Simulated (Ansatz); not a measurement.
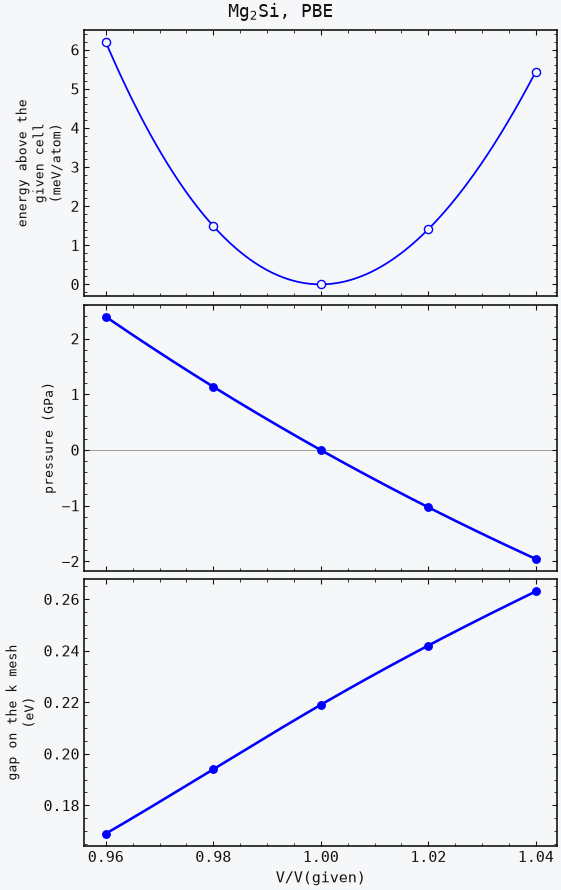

The plot gives the computed energy above the given cell, pressure and gap on the k mesh against V/V(given) for Mg₂Si, space group Fm-3m (No. 225).

The given structure:
```cif
data_structure
_symmetry_space_group_name_H-M 'P 1'
_symmetry_Int_Tables_number 1
_cell_length_a 4.5007
_cell_length_b 4.5007
_cell_length_c 4.5007
_cell_angle_alpha 60.000
_cell_angle_beta 60.000
_cell_angle_gamma 60.000
_cell_volume 64.47
loop_
_atom_site_label
_atom_site_type_symbol
_atom_site_fract_x
_atom_site_fract_y
_atom_site_fract_z
_atom_site_occupancy
Mg1 Mg 0.25000 0.25000 0.25000 1
Mg2 Mg 0.75000 0.75000 0.75000 1
Si1 Si 0.00000 0.00000 0.00000 1
```

Method: plane-wave density functional theory, PAW datasets, Gaussian smearing 0.05 eV: equation of state, the given cell scaled in volume with shape and atoms relaxed at each volume; third-order Birch-Murnaghan fit (Ansatz 0.2.0). Level: PBE, no spin polarisation.

- PAW set: soft_2
- wave cutoff: 420 eV
- k mesh: 10×10×10
- symmetry use: detected

V(given) is 21.49 Å³/atom.

How stiff is the solid, and where is its volume at rest?

Answer. A third-order Birch–Murnaghan fit gives V0 = 21.49 Å³/atom, B0 = 54 GPa and B′ = 4.1.

How does the pressure vary with V/V(given)?

Answer. It falls from 2.392 GPa at V/V(given) 0.96 to −1.960 GPa at 1.04, and changes sign near 1.00.
